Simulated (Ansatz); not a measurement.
Al₂Cu: single-point calculation

Al₂Cu (6 atoms in the cell), computed with DFT, PBEsol, plane waves, PAW, no spin polarisation (Ansatz 0.2.0).

The structure derives from an entry of the Crystallography Open Database.

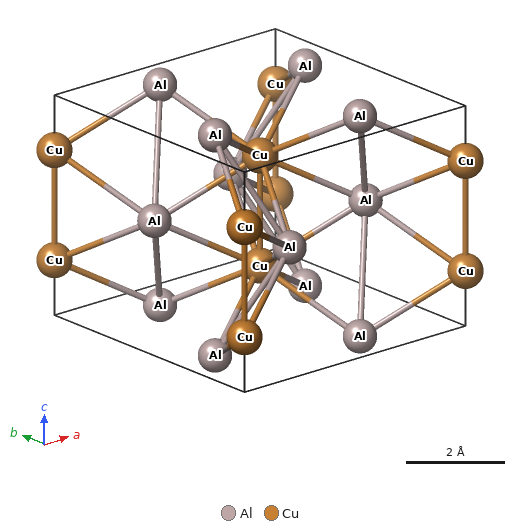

*The structure (ball-and-stick view of the cell 2 times as large as that of the calculation, set on its symmetry axes, seen at an oblique angle). An atom can appear more than once, as a periodic image.*

**Input**
```yaml
crystal:
  lattice:
    - [-2.9965506919, 2.9965506919, 2.4139243088]
    - [2.9965506919, -2.9965506919, 2.4139243088]
    - [2.9965506919, 2.9965506919, -2.4139243088]
  atoms:
    - { symbol: Al, position: [0.1593199578, 0.6593199578, 0.8186399155] }
    - { symbol: Al, position: [0.6593199578, 0.8406800422, 0.5] }
    - { symbol: Al, position: [0.8406800422, 0.3406800422, 0.1813600845] }
    - { symbol: Al, position: [0.3406800422, 0.1593199578, 0.5] }
    - { symbol: Cu, position: [0.75, 0.75, 0.0] }
    - { symbol: Cu, position: [0.25, 0.25, 0.0] }
basis:
  ecutwfc: 420
kpoints:
  mp_grid: { grid: [10, 10, 10] }
hamiltonian:
  xc: pbesol
scf:
  occupations: { method: gaussian, width: 0.1 }
  initial_density: { chi_scale: 0.0 }
  mixing: { algorithm: anderson, beta: 0.1 }
output:
  forces: true
  eigenvalues: true
  stress: true
```

Run on 4 threads of Arm Neoverse V1, 24 GiB of memory available, shared host.

Run as:
```bash
ansatz run input.yaml --threads 4 --pin off --max-ram 10240MiB --backend cpu --events-out ev --progress --plain --runs-dir out
```

**What the program printed**
```
Engine: ansatz 0.2.0, aarch64-unknown-linux-gnu
Pseudopotentials: kind: paw
Pseudopotential: Al, paw, valence charge 3, recommended cutoff 420 eV (normal), Al.paw.azcp
Pseudopotential: Cu, paw, valence charge 19, recommended cutoff 420 eV (normal), Cu.paw.azcp
Functional definition: PBEsol
  exchange = pbesol_x
  correlation = pbesol_c
Crystal: 6 atoms, lattice volume = 86.702 Å³
Basis set: ecut = 420 eV, 1681 PW (Γ), exchange–correlation on 72×72×72 points (8 copies of the dense FFT grid, shifted against one another)
Bands: 31, of which v1, the nominal top of the filled ones, is band 25 counted from 1 (24 counted from 0)
Symmetry: 16 space group operations
Space group: I4/mcm (ITA 140), of the structure as read, at distance tolerance 4.4e-5 Å
k-points: 102 of 1000
Non-local potential: Al, projectors of the file, l = 0: 2, l = 1: 2, l = 2: 1
Non-local potential: Cu, projectors of the file, l = 0: 3, l = 1: 2, l = 2: 3, l = 3: 1
PAW form: soft (Blöchl's): semilocal exchange-correlation on the pseudo side does not see the compensation charge
PAW frozen core: Al, regenerated for the run's functional, and the local potential with it (the file was generated under x = pbe(κ = 0.804, μ = 0.2195149727645171), c = pbe(β = 0.06672455060314922))
PAW frozen core: Cu, regenerated for the run's functional, and the local potential with it (the file was generated under x = pbe(κ = 0.804, μ = 0.2195149727645171), c = pbe(β = 0.06672455060314922))
PAW one-centre angular grid: Al, 110 points (default); XC on 64 Gauss nodes
PAW one-centre angular grid: Cu, 590 points (default); XC on 64 Gauss nodes
Initial density: superposition of atomic densities (chi_scale 0, normalization cell)
Initial wavefunctions: pseudopotential atomic-orbital guess
Functional: x = pbesol(κ = 0.804, μ = 0.12345679012345678), c = pbesol(β = 0.046)
SCF iter   1: F=—  HF=-15282.602413 eV  |F-HF|=—  |Δ(HF+E_count)|=         —  Δρ=3.02e-1  dr2=5.79e1  ethr=3.10e-3  ⟨swp⟩=7.9  Hψ=15772  notcnv=0
preconditioner: auto → Kerker (q_TF=auto, 2.489 Å⁻¹)  [metal: Δε(μ)=0.039 eV  Ē_g=6.227 eV  σ=0.100 eV  W_gap=0.22  n_scr=16 (ndim 8)  ℏωp=23.3 eV  f_vac=0.000  D(μ)=1.84/eV (n_scr^D=12)]
SCF iter   2: F=—  HF=-15278.509208 eV  |F-HF|=—  |Δ(HF+E_count)|=    4.09e0  Δρ=1.37e-1  dr2=1.24e1  ethr=3.10e-3  ⟨swp⟩=2.4  Hψ=6537  notcnv=0  defer=122  κ⁻¹=1.0e0(r=1)
SCF iter   3: F=—  HF=-15277.456528 eV  |F-HF|=—  |Δ(HF+E_count)|=    1.05e0  Δρ=4.25e-2  dr2=1.40e0  ethr=3.10e-3  ⟨swp⟩=2.1  Hψ=5847  notcnv=0  defer=124  κ⁻¹=1.0e-4(r=2)
SCF iter   4: F=—  HF=-15277.103003 eV  |F-HF|=—  |Δ(HF+E_count)|=   3.54e-1  Δρ=4.02e-2  dr2=6.83e-1  ethr=2.80e-3  ⟨swp⟩=2.0  Hψ=5613  notcnv=0  defer=132  κ⁻¹=8.4e-6(r=3)
SCF iter   5: F=—  HF=-15276.808215 eV  |F-HF|=—  |Δ(HF+E_count)|=   2.95e-1  Δρ=2.75e-2  dr2=4.69e-1  ethr=1.37e-3  ⟨swp⟩=2.1  Hψ=6611  notcnv=0  defer=133  κ⁻¹=3.7e-7(r=4)
SCF iter   6: F=—  HF=-15276.824749 eV  |F-HF|=—  |Δ(HF+E_count)|=   1.65e-2  Δρ=1.81e-2  dr2=2.20e-1  ethr=9.38e-4  ⟨swp⟩=1.9  Hψ=3273  notcnv=0  defer=133  κ⁻¹=1.1e-7(r=5)
SCF iter   7: F=—  HF=-15276.801352 eV  |F-HF|=—  |Δ(HF+E_count)|=   2.34e-2  Δρ=9.64e-3  dr2=7.52e-2  ethr=4.40e-4  ⟨swp⟩=2.6  Hψ=5719  notcnv=0  defer=133  κ⁻¹=4.0e-9(r=6)
SCF iter   8: F=—  HF=-15276.779904 eV  |F-HF|=—  |Δ(HF+E_count)|=   2.14e-2  Δρ=3.43e-3  dr2=1.31e-2  ethr=1.50e-4  ⟨swp⟩=1.0  Hψ=3434  notcnv=0  defer=133  κ⁻¹=4.2e-9(r=7)
SCF iter   9: F=—  HF=-15276.798911 eV  |F-HF|=—  |Δ(HF+E_count)|=   1.90e-2  Δρ=2.12e-3  dr2=2.71e-3  ethr=2.62e-5  ⟨swp⟩=2.0  Hψ=6228  notcnv=0  defer=131  κ⁻¹=1.1e-9(r=7)
SCF iter  10: F=—  HF=-15276.798646 eV  |F-HF|=—  |Δ(HF+E_count)|=   2.65e-4  Δρ=1.45e-3  dr2=1.33e-3  ethr=5.42e-6  ⟨swp⟩=1.0  Hψ=3142  notcnv=0  defer=131  κ⁻¹=5.8e-9(r=7)
SCF iter  11: F=—  HF=-15276.797504 eV  |F-HF|=—  |Δ(HF+E_count)|=   1.14e-3  Δρ=2.61e-4  dr2=5.25e-5  ethr=2.66e-6  ⟨swp⟩=2.3  Hψ=5070  notcnv=0  defer=131  κ⁻¹=8.2e-10(r=7)
SCF iter  12: F=—  HF=-15276.797503 eV  |F-HF|=—  |Δ(HF+E_count)|=   1.22e-6  Δρ=7.48e-5  dr2=2.28e-6  ethr=1.05e-7  ⟨swp⟩=2.1  Hψ=3805  notcnv=0  defer=131  κ⁻¹=4.5e-9(r=7)
SCF iter  13: F=—  HF=-15276.797487 eV  |F-HF|=—  |Δ(HF+E_count)|=   1.67e-5  Δρ=4.22e-5  dr2=1.95e-6  ethr=4.55e-9  ⟨swp⟩=2.0  Hψ=5595  notcnv=0  defer=131  κ⁻¹=1.1e-9(r=7)
SCF iter  14: F=—  HF=-15276.797486 eV  |F-HF|=—  |Δ(HF+E_count)|=   6.10e-7  Δρ=9.38e-6  dr2=2.53e-8  ethr=2.00e-10  ⟨swp⟩=8.3  Hψ=16088  notcnv=0  κ⁻¹=3.7e-9(r=7)
SCF iter  15: F=—  HF=-15276.797487 eV  |F-HF|=—  |Δ(HF+E_count)|=   7.46e-7  Δρ=1.18e-5  dr2=6.29e-8  ethr=5.06e-11  ⟨swp⟩=4.0  Hψ=10636  notcnv=0  κ⁻¹=3.3e-9(r=7)
SCF iter  16: F=—  HF=-15276.797486 eV  |F-HF|=—  |Δ(HF+E_count)|=   1.94e-7  Δρ=3.65e-6  dr2=1.16e-8  ethr=5.06e-11  ⟨swp⟩=5.0  Hψ=13231  notcnv=0  κ⁻¹=8.1e-8(r=7)
SCF iter  17: F=—  HF=-15276.797486 eV  |F-HF|=—  |Δ(HF+E_count)|=   3.04e-8  Δρ=4.33e-6  dr2=6.20e-9  ethr=2.32e-11  ⟨swp⟩=3.3  Hψ=8736  notcnv=0  κ⁻¹=3.0e-7(r=7)
SCF iter  18: F=-15276.797486 eV  HF=-15276.797486 eV  |F-HF|=4.25e-8  |Δ(HF+E_count)|=   3.31e-8  Δρ=4.15e-6  dr2=8.35e-9  ethr=1.24e-11  ⟨swp⟩=3.0  Hψ=8640  notcnv=0
SCF 1 converged in 18 iterations: F = -15276.797486 eV  dr2 = 8.35e-9
  greatest PAW one-centre occupation: 1.000 electrons in one spin orbital (limit 2), on the Cu atom at site 5 (counted from 0), in its partial waves of l = 0
```

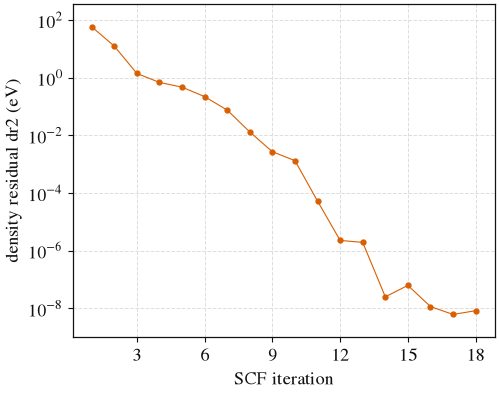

*Convergence of the self-consistent field: density residual dr2 against the SCF iteration.*

The residual comes down, with one marked jump up, by a factor of about 2.5, at step 15.

```
SCF converged after 18 iterations
Stability not checked: this state was not tested for a lower state beside it, because the mixer in use, unlike msr1, does not test its closes by its own steps (another_mixer; see scf.mixing.algorithm and scf.lower_state_search)
Free energy (F): -15276.797486 eV
Harris-Foulkes:  -15276.797486 eV  (|F-HF|=4.25e-8)
Internal energy: -15276.788211 eV  (E = F + TS)
E sigma→0 (E₀):  -15276.792849 eV
Entropy (-TS):   -0.009275 eV (-1.546 meV/atom)
Fermi energy:    10.675749 eV
--- Per-component energies (eV) ---
  E_band       = -917.256636
  E_kinetic    = 694.476311
  E_local      = -12362.410463  (includes V_loc(G=0)·N_el)
  E_nonlocal   = 813.044494
  E_hartree    = 5592.813049
  E_xc         = -339.082789
  E_vxc        = -351.992391  (∫ρ·V_xc dr)
  E_paw        = -5061.964886  (= ΣΔE_a)
  E_vpaw       = -896.014063  (= ΣTr[D̂ρ^β])
  E_aug_tail   = 0.000526  (compensation charges beyond the density's cutoff)
  E_ewald      = -4614.153414
  E_core_change = 0.488960  (= ΣΔE_core)
  E_smearing   = -0.009275  (= −TS)
  E_closure    = -0.000000  (closes the sum)
  Σ components = -15276.797486   (vs F -15276.797486, Δ=0.00e0)
--- Forces (eV/Å), atoms counted from 1 ---
  atom   1  Al     0.00034253     0.00034253     0.00000000
  atom   2  Al    -0.00034253     0.00034253     0.00000000
  atom   3  Al    -0.00034253    -0.00034253     0.00000000
  atom   4  Al     0.00034253    -0.00034253     0.00000000
  atom   5  Cu    -0.00000000     0.00000000     0.00000000
  atom   6  Cu     0.00000000    -0.00000000     0.00000000
  max |Σ_I F_I| component: 3.47e-18 eV/Å
--- Stress (GPa, compression-positive) ---
       -0.021430      -0.000000       0.000000
       -0.000000      -0.021430       0.000000
        0.000000      -0.000000       0.025238
  P = ⅓ Tr σ = -0.0059 GPa (-0.059 kbar)
--- Band table (eV; the first three rows and the last of 102) ---
  k-point 0: bands = ["-102.8062", "-102.7960", "-60.3350", "-60.3350", "-60.3250", "-60.3250", "-60.3218", "-60.2139", "-0.2990", "5.2257", "5.4228", "5.4228", "5.4363", "6.3848", "6.5210", "6.8351", "7.1478", "7.4256", "7.4256", "7.6648", "7.6648", "8.6956", "9.2065", "9.4126", "9.4126", "9.8504", "10.4613", "10.7640", "12.2202", "12.2202", "12.3292"]
  k-point 1: bands = ["-102.8062", "-102.7960", "-60.3350", "-60.3350", "-60.3250", "-60.3250", "-60.3218", "-60.2139", "-0.2154", "5.1001", "5.4032", "5.4116", "5.4495", "6.3367", "6.5356", "6.7991", "7.0247", "7.0643", "7.4248", "7.4256", "7.7827", "9.0182", "9.1075", "9.1350", "9.5179", "10.0114", "10.7178", "11.2040", "12.4623", "12.4972", "12.5166"]
  k-point 2: bands = ["-102.8062", "-102.7960", "-60.3350", "-60.3349", "-60.3250", "-60.3250", "-60.3218", "-60.2139", "0.0346", "4.5026", "5.3530", "5.4384", "5.5251", "6.2342", "6.4899", "6.5782", "6.6368", "6.9649", "7.4228", "7.4256", "8.0858", "8.6140", "8.6182", "9.3191", "9.7253", "9.9653", "11.8842", "12.0977", "13.0073", "13.0676", "13.1635"]
  k-point 101: bands = ["-102.8062", "-102.7960", "-60.3350", "-60.3350", "-60.3250", "-60.3250", "-60.3218", "-60.2139", "3.5160", "3.6194", "3.7592", "3.7592", "5.2149", "5.7430", "5.7430", "6.0171", "6.1686", "6.4674", "6.4699", "6.8150", "7.3074", "7.4180", "7.4180", "8.8754", "13.2798", "13.6145", "13.6145", "14.0624", "14.8566", "15.5107", "15.5107"]
```

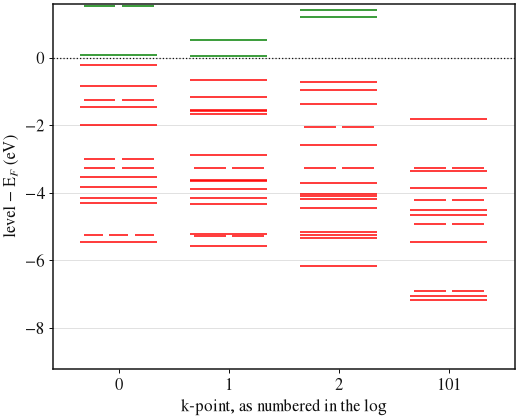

*Kohn–Sham levels near the Fermi level (dotted) at the few k-points that the log prints; levels within 0.02 eV of each other stand side by side.*

The system is metallic on the full mesh.

**Summary**

```csv
quantity,value
outcome,converged
space group (tolerance 0.01 Å),I4/mcm (140)
electrons treated,50
free energy,−15276.7975 eV
Fermi energy,10.676 eV
gap on the k-point mesh,none (metallic)
pressure,−0.01 GPa
largest force (length of the vector),under 0.001 eV/Å
wall time,8.9 s (CPU time 35 s)
peak memory,0.5 GiB
```

**Notes**

Settings chosen away from the usual ones: scf.initial_density.chi_scale set to 0.0; scf.mixing.algorithm set to anderson; scf.mixing.beta set to 0.1.
